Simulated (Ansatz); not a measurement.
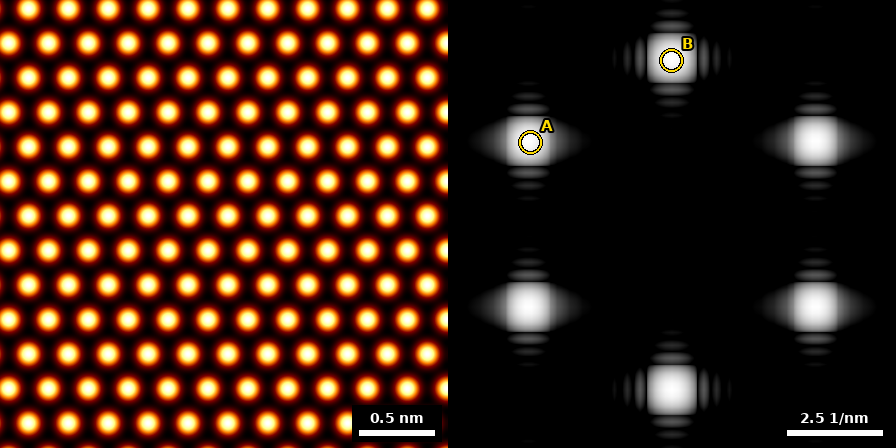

HAADF-like image of RbCl (Fm-3m, No. 225) along [111]. The image is simulated as a sum over atoms of Z^1.6, blurred by a 1.30 Å probe (no channelling). Atomic positions: a calculation's starting geometry.

The right panel is the modulus of the image's Fourier transform on a logarithmic scale.

a = 6.543 Å, b = 6.543 Å, c = 6.543 Å, α = 90.00°, β = 90.00°, γ = 90.00°

**Index the marked spots and give their plane spacings (the zone axis points at the viewer; indices equivalent by symmetry, or all signs reversed, are as good).**

A: (-2 0 2), d = 2.31 Å; B: (-2 2 0), d = 2.31 Å. A and B enclose 60°, and every spot obeys the zone law hu + kv + lw = 0 for [111].
